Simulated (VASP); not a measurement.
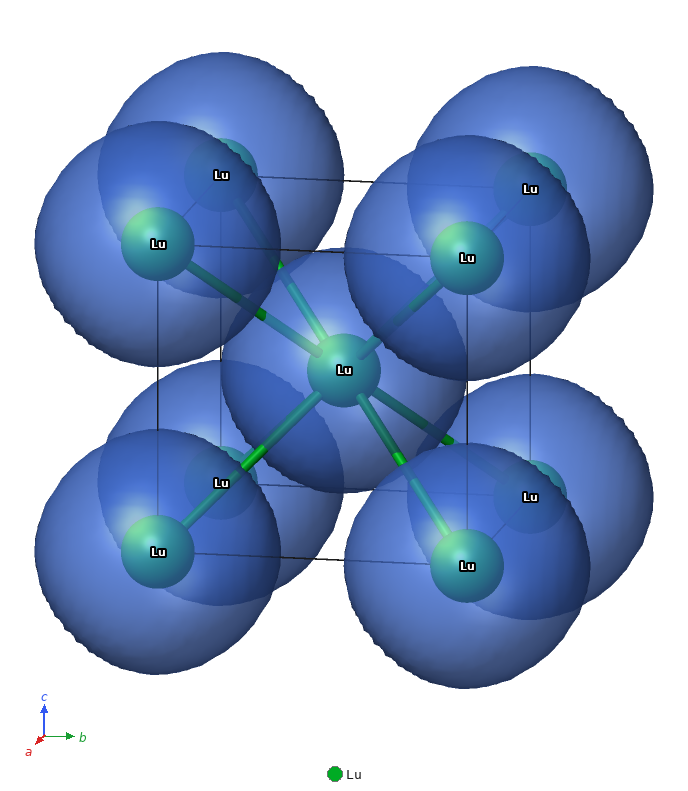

Figure 1: Lu. Isosurface of the valence pseudo-density at 0.15 e/Å³ (blue), seen slightly off an axis. Sticks mark near contacts.

Space group Im-3m; a generated structure, not necessarily the stable one.

Theory: VASP, Kohn-Sham DFT of a periodic cell, LDA, VASP PAW PBE potentials, recommended.

The density is the valence pseudo-density of a PAW calculation; it isn't the true density close to the nuclei.

How is the density connected at this value?

Answer. At this value the density breaks into separate islands; it holds about 95 % of the electrons treated as valence. It bridges none of the near contacts. It is pinched off along the shortest Lu–Lu (3.24 Å) contacts. On the grid the lowest density along these lines, outside the cores, is 0.13 e/Å³ (Lu–Lu, 3.24 Å).
